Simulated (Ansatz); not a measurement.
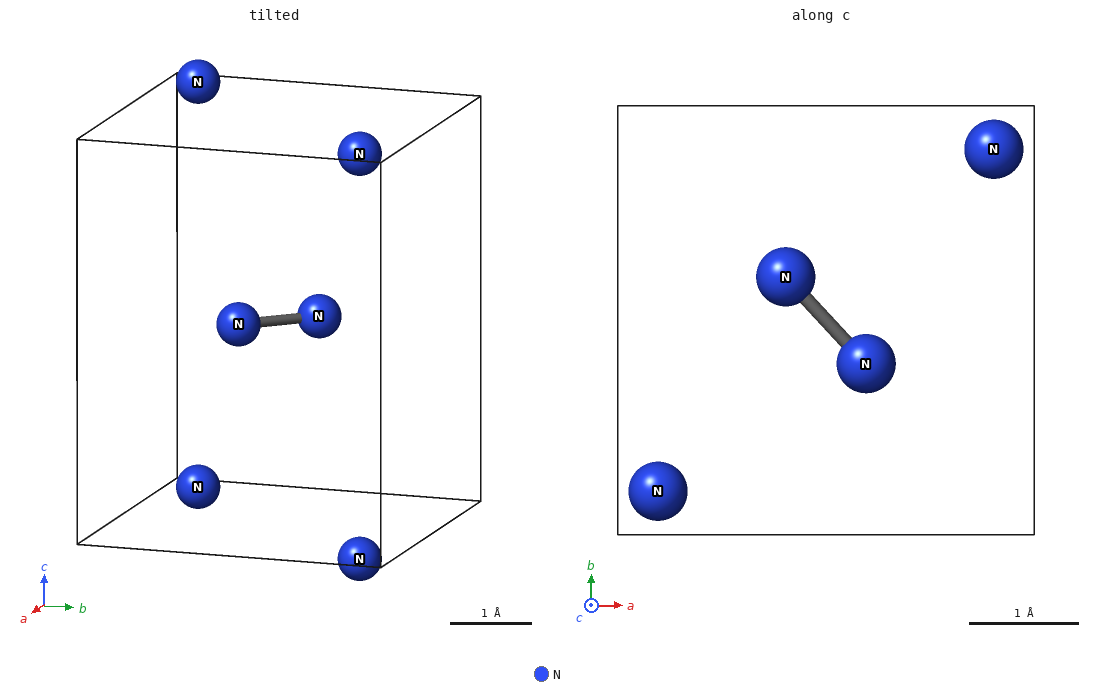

The crystal in a ball-and-stick representation, seen slightly off an axis and along the c axis. The box is the conventional unit cell; atoms on or close to its faces, edges and corners are drawn wherever they repeat.

N, space group Pnnm (No. 58), a = 3.845 Å, b = 3.961 Å, c = 5.133 Å, α = 90.00°, β = 90.00°, γ = 90.00°. Its origin is a structure listed in the Materials Project. The cell was then strained or its atoms displaced on purpose. A calculation with Ansatz used it as input.

This one geometry was computed with Ansatz (DFT, plane waves, PAW) at three levels of theory: PBE, r2SCAN and HSE06.

Which level gives the highest pressure at this volume, and what does that say about its equilibrium volume?

Answer. Highest: PBE (3.0 GPa), which points to the largest equilibrium volume. Lowest, with the smallest volume: HSE06 (-0.1 GPa). Levels within 0.5 GPa of each other can't be told apart.

How does the band gap change with the level of theory?

Answer. PBE: a gap of 6.78 eV, indirect; r2SCAN: a gap of 7.42 eV, indirect; HSE06: a gap of 9.05 eV, indirect.

Collect the results in a table.

Answer.
| level | cutoff (eV) | k-mesh of the run's cell | gap (eV) | pressure (GPa) |
| --- | --- | --- | --- | --- |
| PBE | 420 | 6×6×6 | 6.78 | 3.0 |
| r2SCAN | 500 | 6×6×6 | 7.42 | 0.5 |
| HSE06 | 420 | 4×4×4 | 9.05 | -0.1 |

Gaps are taken on the k-mesh or band path of each run.
